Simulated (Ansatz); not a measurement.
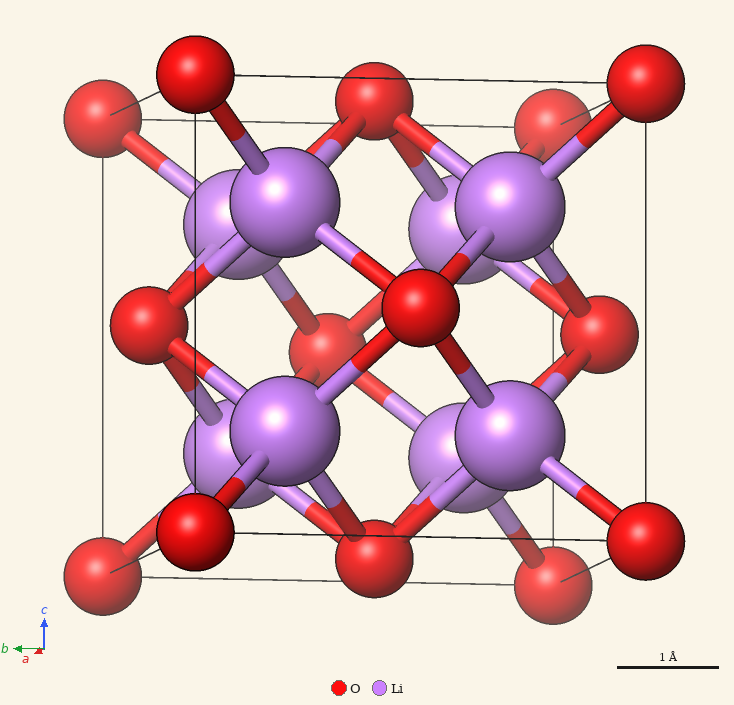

The image is a ball-and-stick drawing of a crystal, viewed from a general direction. The conventional unit cell is drawn as a box.

Li2O, space group Fm-3m (No. 225), a = 4.57 Å, b = 4.57 Å, c = 4.57 Å, α = 90.00°, β = 90.00°, γ = 90.00°.

Setup: Hartree-Fock, plane waves, PAW in Ansatz 0.2.0; wavefunction cutoff 420 eV, k-points about 0.40 Å⁻¹ apart, no spin polarisation.

### What does the calculation say: metal or gapped?

An insulator at this level, with a gap of 15.07 eV, indirect; the smallest direct gap is 15.79 eV.

### State the hydrostatic pressure.

The computed pressure is -1.0 GPa (stretched: it would shrink).

Its origin is a structure type filled with these elements by a generator (whether the compound takes this form wasn't checked). Earlier steps of the study may have refined or changed the cell and positions. Ansatz was used for an electronic-structure calculation on it.
